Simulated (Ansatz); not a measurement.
# Tc: what the electrons do

Space group P6_3/mmc; the calculation finds a residual pressure of about 3 GPa at this fixed cell.

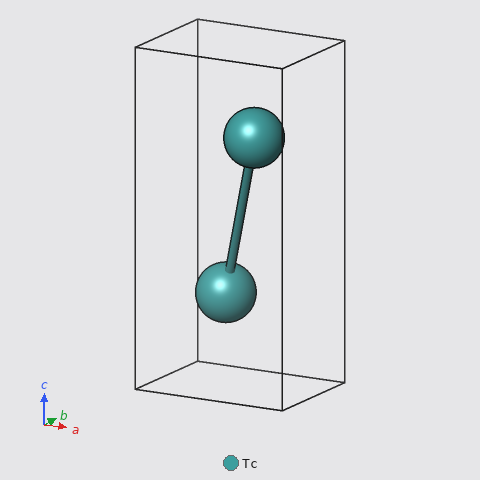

The conventional cell.

```xyz
2
Lattice="2.7400 0.0000 0.0000 -1.3700 2.3729 0.0000 0.0000 0.0000 4.3980" Properties=species:S:1:pos:R:3 pbc="T T T"
Tc    0.0000    1.5819    1.0995
Tc    1.3700    0.7910    3.2985
```

All numbers below come from DFT PBE, scalar-relativistic, plane waves, PAW in Ansatz.

Core electrons are frozen (PAW), so the maps are meaningful between the atoms, not at the nuclei.

## 1. Bonding charge

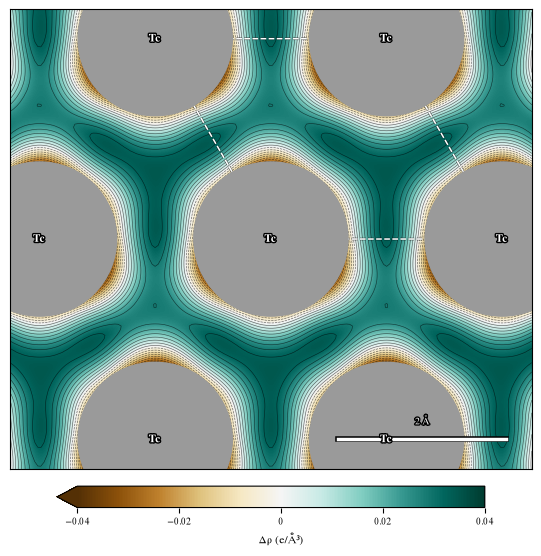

Density of the crystal less the sum of free-atom densities: a map on the (001) plane of the conventional cell, with grey discs over the atomic cores. Cores are masked to 0.9 Å (Tc).

**Where does charge go when the atoms form this crystal?**

Tc–Tc (2.71 Å): Δρ is +0.04 e/Å³ at the midpoint. Over the whole cell, outside the masked cores, the largest gain, 0.04 e/Å³, lies 1.4 Å from a technetium nucleus, and the largest loss lies at the edge of the masked core of Tc. In all about 0.17 e an atom is rearranged against the free atoms.

## 2. States by energy

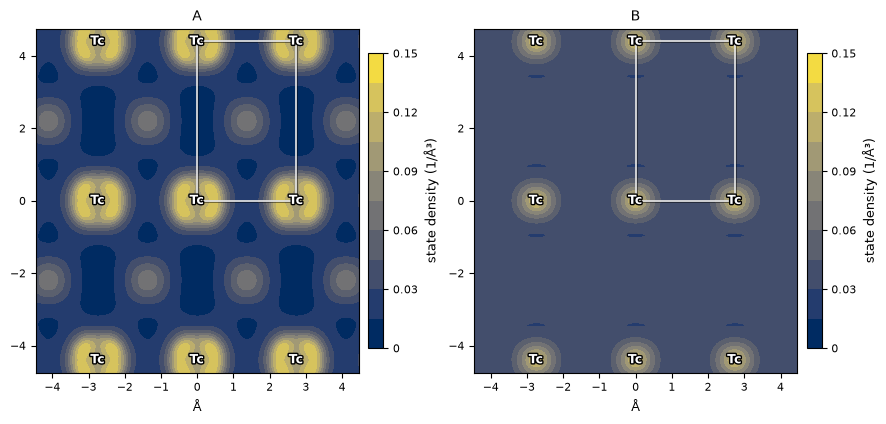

Tc: densities of the states in two energy windows, on the (010) plane of the conventional cell.

**The windows, about the Fermi level, are −7.3 to −4.9 eV and −0.25 to +0.25 eV. Which panel shows which?**

Panel A: −0.25 to +0.25 eV, the states at the Fermi level, mainly Tc 4d (95 %).
Panel B: −7.3 to −4.9 eV, the lower third of the occupied valence band, mainly Tc 4d (60 %) and Tc 5s (35 %).
The characters are Löwdin shares on a minimal set of atomic orbitals.

## 3. Moving an atom

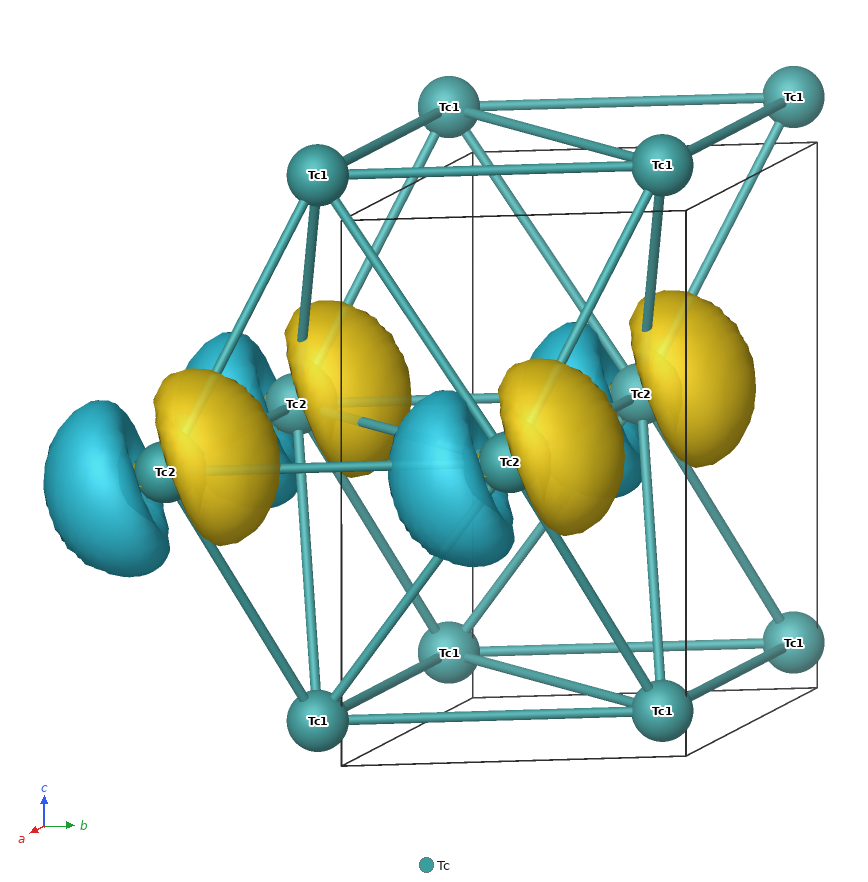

Tc: one atom of the 2-atom cell (and its periodic copies) was moved a little. Density after less density before, yellow at +0.2 and cyan at −0.2 e/Å³, seen slightly off an axis; cell a = 2.74 Å, b = 2.74 Å, c = 4.40 Å, α = 90.00°, β = 90.00°, γ = 120.00°. The lobes lie largely inside the PAW sphere, where the density is a smoothed one.

**Which atom moved, and which way?**

Tc2 moved towards the yellow lobe, to the right in the picture. In the run the shift was 0.05 Å roughly along [0 1 0] in the axes of the cell drawn.

**What restoring force does the calculation give for this move?**

The force on it changes by 0.15 eV/Å along the move, against it: a stiffness of about 2.9 eV/Å² for this sublattice shift.

## 4. Change of volume

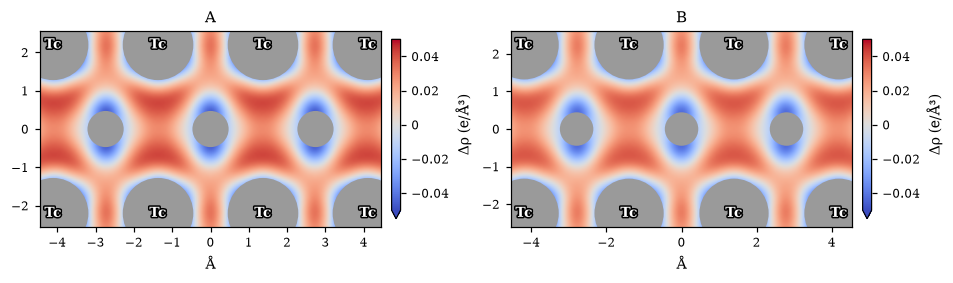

Tc: deformation density on the (100) plane of the conventional cell at two volumes, with the same fractional coordinates and one colour scale. Grey discs cover the cores. Panel B has 106 % of the volume of panel A.

**What changes between the database cell and the scaled one?**

From A to B, Tc–Tc goes from 2.71 to 2.76 Å, and Δρ at its midpoint from +0.043 to +0.040 e/Å³. The pressure is 3 GPa in A and −13 GPa in B. The rearranged charge is 0.17 e an atom in A and 0.17 e in B.

## 5. Putting it together

The two pressures give a mean stiffness −ΔP/Δln V of about 275 GPa over this range, with the atoms held at their fractional positions.
